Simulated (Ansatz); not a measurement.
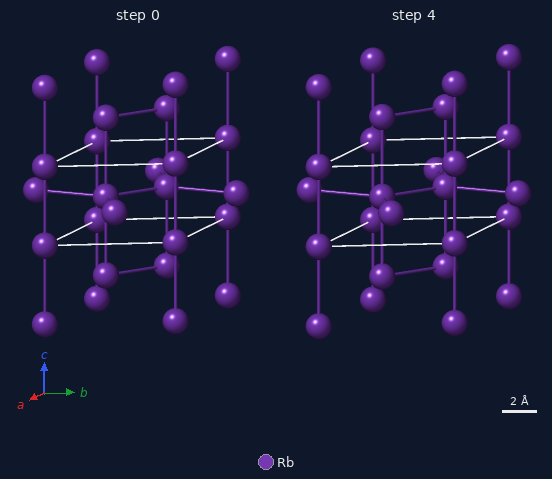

The structure of solid Rb (a generated structure, set up in P6/mmm) before (left) and after (right) a relaxation, at one scale.

Style: ball-and-stick. Shown: the cell of the calculation, slightly off an axis.

Phase: omega (AlB2-type).

Theory: DFT, r2SCAN, plane waves (500 eV) with PAW, scalar-relativistic (Ansatz). Set-up: plane-wave cutoff 500 eV; k-point mesh 5 × 5 × 7; occupations fermi dirac; smearing width 0.1 eV; no spin polarisation; cell and atoms relaxed; force threshold 0.01 eV/Å; at most 60 steps.

Q: What changed between the two?

A: After 3 accepted moves (4 points after the start) the energy has fallen by 7.6 meV per atom. All forces vanish by symmetry, so only the cell relaxes. The pressure goes from 0.28 to 0.00 GPa. At 1 point the geometry stayed and the basis and grid were re-selected for the new cell (energy shift of 0.4 meV per atom at most each time). No atom moves by more than 0.005 Å relative to the cell. Cell: a = b 7.896 → 8.211 Å (+4.0 %), c 4.840 → 4.893 Å (+1.1 %). Volume +9.3 %. Some distances before and after: Rb–Rb 4.559 → 4.741 Å, Rb–Rb 4.840 → 4.893 Å. The space group stays P6/mmm (No. 191).
